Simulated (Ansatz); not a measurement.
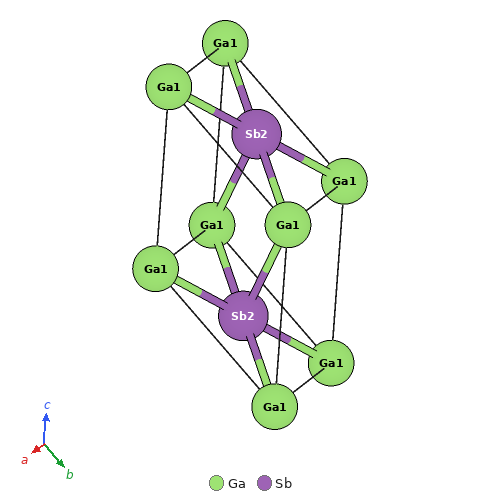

The system is GaSb (Immm, No. 71; 2 atoms in the cell); the picture shows the reference structure. The energy is mapped over two homogeneous strains (x along [1 0 0], y along [0 1 0], z along [0 0 1] of the conventional cell). Coordinates scanned: (1) strain +e along x and -e along y; (2) strain +e along z and -e/2 along x and y. Nothing is relaxed (symmetry fixes all fractional coordinates). The scan uses a 7 × 7 grid. Points are written as (first, second). Energies are in meV/atom, from the lowest grid point. Method: Ansatz 0.2.0, DFT PBE, scalar-relativistic, plane waves, PAW. Settings: cutoff 420 eV, k-mesh 16×16×16, gaussian smearing 0.15 eV, no spin polarisation.

Its coordinates:

```
CELL_PARAMETERS angstrom
-1.60581 2.59477 2.88295
1.60581 -2.59477 2.88295
1.60581 2.59477 -2.88295
ATOMIC_POSITIONS crystal
Ga 0.00000 0.00000 0.00000
Sb 0.50000 0.50000 0.00000
```

Range: strain +e along x and -e along y from −4.00 to 4.00 %; strain +e along z and -e/2 along x and y from −15 to 15 %.

**What landscape does the calculation give?**

The lowest grid point is at (0.00 %, 0 %). The highest grid point, (1.33 %, −15 %), lies 432 meV/atom above the lowest.

| second ↓, first → | −4.00 | −2.67 | −1.33 | 0.00 | 1.33 | 2.67 | 4.00 |
| --- | --- | --- | --- | --- | --- | --- | --- |
| 15 | 269 | 257 | 251 | 249 | 250 | 254 | 260 |
| 10 | 129 | 121 | 117 | 116 | 117 | 120 | 124 |
| 5 | 41 | 36 | 33 | 31 | 32 | 34 | 38 |
| 0 | 8 | 4 | 1 | 0 | 1 | 3 | 6 |
| −5 | 39 | 36 | 35 | 35 | 36 | 37 | 38 |
| −10 | 164 | 163 | 164 | 163 | 163 | 164 | 165 |
| −15 | 430 | 430 | 430 | 431 | 432 | 432 | 430 |

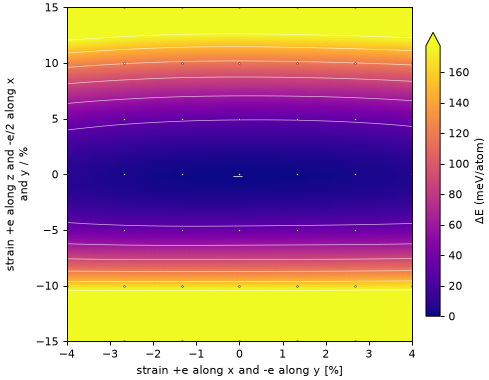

Drawn: a smooth colour map with a few white contour lines, dots at the grid points, one colour for all values above the top of the scale. Between grid points the surface is interpolated.

Time for the 49 points that were run: 11 min on 2 threads of Intel(R) Xeon(R) Platinum 8488C (Sapphire Rapids), with other jobs on the host.

PAW datasets: the set soft_1.
